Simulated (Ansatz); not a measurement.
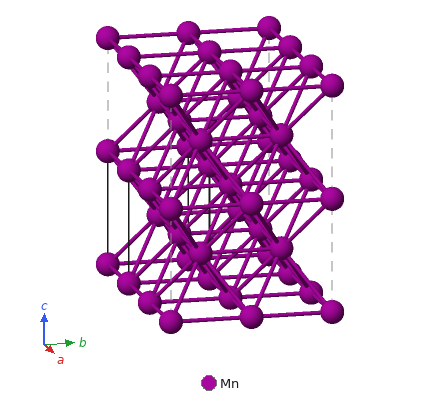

Mn (I4/mmm, No. 139): coordinates from a relaxation at fixed volume with Ansatz, DFT r2SCAN, scalar-relativistic, plane waves, PAW; the starting structure was generated, so it need not be a known form of this composition.

```
Mn
1.0
     2.64885    0.00000    0.00000
     0.00000    2.64885    0.00000
     0.00000    0.00000    3.70146
Mn
2
Direct
  0.00000 0.00000 0.00000
  0.50000 0.50000 0.50000
```

Q: What will an iDPC-like image along [100] show? Simulated as the projected potential of neutral atoms (B = 0.5 Å²) blurred by a 0.96 Å probe, the thin-sample limit of integrated differential phase contrast.

A: The columns repeat on a centred rectangular net of 2.65 × 3.70 Å (plane group c2mm). All columns are alike (Mn). The shortest distance between visible columns is 2.28 Å in projection. Along the beam the structure repeats every 2.65 Å.

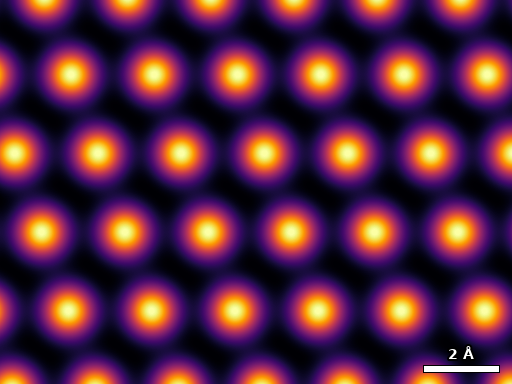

The simulated image.
